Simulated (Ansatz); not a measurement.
# Static equation of state of random zinc-blende (Al, Ga, In)P solid solution (64 atoms)

The cell holds 64 atoms: 11 Ga, 32 P, 10 Al and 11 In. Its edges and angles: a = 11.128 Å, b = 11.117 Å, c = 11.108 Å, α = 90.0°, β = 90.0°, γ = 90.0°. It derives from AlP and InP and GaP. The starting structure: Zinc-blende lattice (a = 5.594 Å, the mean of the end members), 2 x 2 x 2 cells, metal sites filled at random with 10 Al, 11 Ga, 11 In; not relaxed, displaced by a Gaussian of 0.02 Å.

Calculated with Ansatz 0.2.0: Kohn-Sham DFT, LDA, PAW (set soft_1), plane waves; cutoff 420 eV, Γ point, fermi-dirac smearing of 0.05 eV. Cell and atoms were relaxed first, to V0 = 21.473 Å³ an atom at a residual P0 = -0.005 GPa. The cell was then scaled evenly, and the atoms were relaxed at each volume.

| volume (Å³/atom) | pressure (GPa) |
| --- | --- |
| 19.326 | ? |
| 20.184 | 5.906 |
| 20.829 | 2.733 |
| 22.117 | -2.333 |
| 22.761 | -4.283 |

Task: Fit the third-order Birch–Murnaghan equation to the rows given and extrapolate to the withheld row.

**Working.**

Take the Eulerian strain f = ½[(V0/V)^(2/3) − 1] and the normalised pressure F = (P − P0) / [3f(1 + 2f)^(5/2)]. The third-order Birch–Murnaghan equation is then the line F = B0 + (3/2)B0(B′ − 4) f, so u = f and v = F.

| u = f | v = F (GPa) |
| --- | --- |
| 0.0210565 | 84.3954 |
| 0.0102566 | 84.5805 |
| -0.00975659 | 83.5845 |
| -0.0190505 | 82.4894 |

With n = 4: mean u = 6.2647e-4, mean v = 83.7624, Σ(u − ū)² = 0.0010051, Σ(u − ū)(v − v̄) = 0.047705. Slope b = 0.047705 / 0.0010051 = 47.463; intercept a = v̄ − b ū = 83.733.

So B0 = a = 83.7 GPa and B′ = 4 + 2b/(3a) = 4.38. At the withheld volume f = 0.03638, F = a + b f = 85.46 GPa, and P = P0 + 3f(1 + 2f)^(5/2) F.

Prediction at 19.326: 11.11 GPa. The run gave 11.04 GPa, so the fit is high by 0.069 GPa (0.62 % of the value).

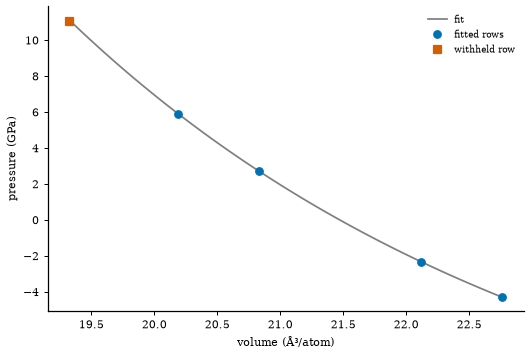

The fit, the rows that it rests on and the withheld row.

B′ = 4.4 lies in the range of 3 to 6 that is common for dense crystals. Among the rows given, the largest miss of the fit is at 20.184, by 0.024 GPa (0.15 % of the range of the table).

Limits: Static cells at zero temperature; the cell shape is held. The program notes that the SCF threshold of these relaxations is loose for the stress. Only the Γ point is sampled, in a cell whose shortest periodic width is 11 Å.

[Hosts, paths, dates, database ids (printed as entryN), source tags and the programs' standing remarks are cut or masked in the printed files.]
